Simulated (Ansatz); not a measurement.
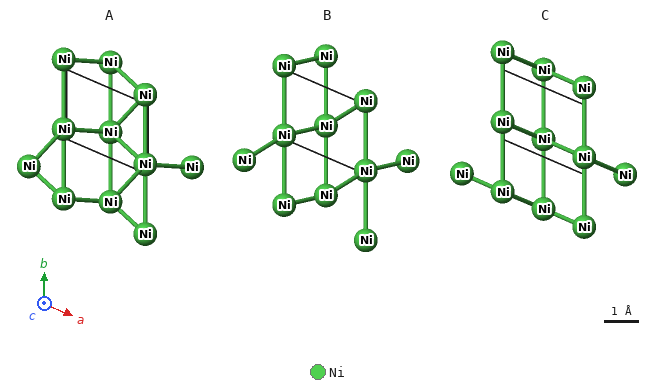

3 geometries from one relaxation of crystalline Ni (set up in P-1), in shuffled order. A ball-and-stick model of the cell of the calculation, seen along the c axis.

Case: all atoms moved at random, sigma 0.1 Å for each component, cell strained at random, sigma 0.1; relaxed back.

Theory: DFT PBE, scalar-relativistic, plane waves, PAW in Ansatz. Set-up: plane-wave cutoff 420 eV; k-point mesh 14 × 14 × 8; occupations gaussian; smearing width 0.15 eV; collinear spin; atoms relaxed in a fixed cell; force threshold 0.01 eV/Å; at most 80 steps.

Order the frames from highest to lowest energy.

B, A, C. They are steps 0, 2, 7, at +76.1 meV per atom, +54.0 meV per atom relative to the last. The largest moves, 0.41 Å, are those of Ni atoms. The cell stays as it was. Near-neighbour distances that change, for instance: Ni–Ni 2.752 → 2.389 Å, Ni–Ni 2.262 → 2.587 Å, Ni–Ni 2.624 → 2.411 Å, Ni–Ni 2.277 → 2.387 Å. Among the angles between lasting bonds that change: Ni–Ni–Ni 90.2° → 70.3°, Ni–Ni–Ni 89.8° → 109.7°. The space group stays P-1 (No. 2). The energy falls by 76.1 meV per atom in 5 accepted moves (7 points after the start). Largest force component: 0.39 eV/Å at the start, 0.0039 eV/Å at the end. 2 steps only repeated the SCF at the same geometry. The run took 6.1 min on 1 thread of Arm Neoverse V2, on a shared host, peak memory 0.84 GiB.
